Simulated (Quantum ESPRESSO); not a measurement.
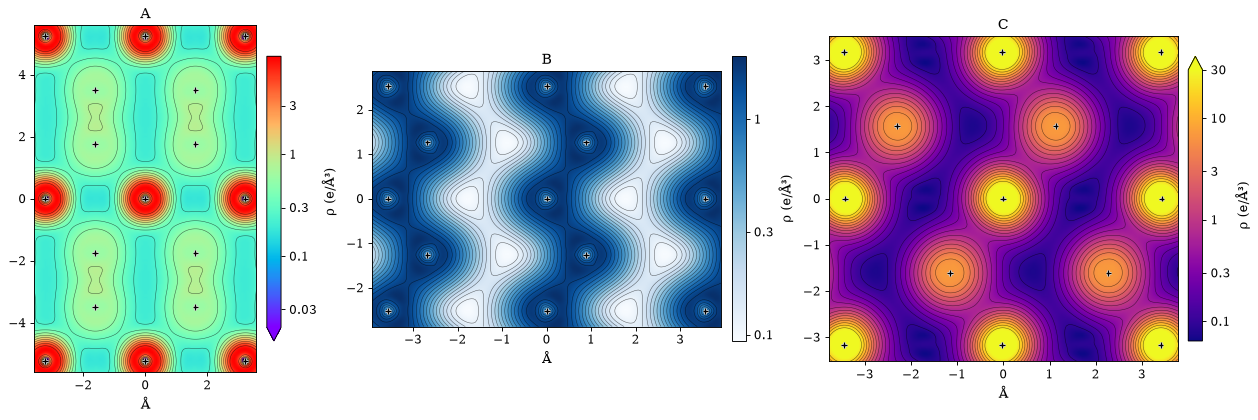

The valence electron density of 3 systems, each on a plane through atoms (crosses mark nuclei in the plane).

Level of theory: Kohn-Sham DFT of a periodic cell, PBEsol, GBRV 1.5 PBEsol in Quantum ESPRESSO.

System 1: C, the (110) plane of the conventional cell. Space group Fd-3m; computed pressure about −5 GPa in this cell.

System 2: TiB2, the (110) plane of the conventional cell. Space group P6/mmm; computed pressure about −5 GPa in this cell.

```
CELL_PARAMETERS angstrom
3.02920 0.00000 0.00000
-1.51460 2.62336 0.00000
0.00000 0.00000 3.22840
ATOMIC_POSITIONS crystal
Ti 0.00000 0.00000 0.00000
B 0.66667 0.33333 0.50000
B 0.33333 0.66667 0.50000
```

System 3: CuO, the (101̄) plane of the conventional cell. Space group Cc; not relaxed (largest force 0.8 eV/Å); computed pressure about −2 GPa in this cell.

Q: Match each panel to its system.

A: Panel A is system 2, TiB2: the plane holds Ti and B. B–B (1.75 Å): ρ at the midpoint is about 0.81 e/Å³. Panel B is system 1, C: the plane holds C. C–C (1.54 Å): ρ at the midpoint is about 1.6 e/Å³. Panel C is system 3, CuO: the plane holds Cu and O. Cu–O (1.93 Å): the density is about 0.68 e/Å³ at the midpoint.
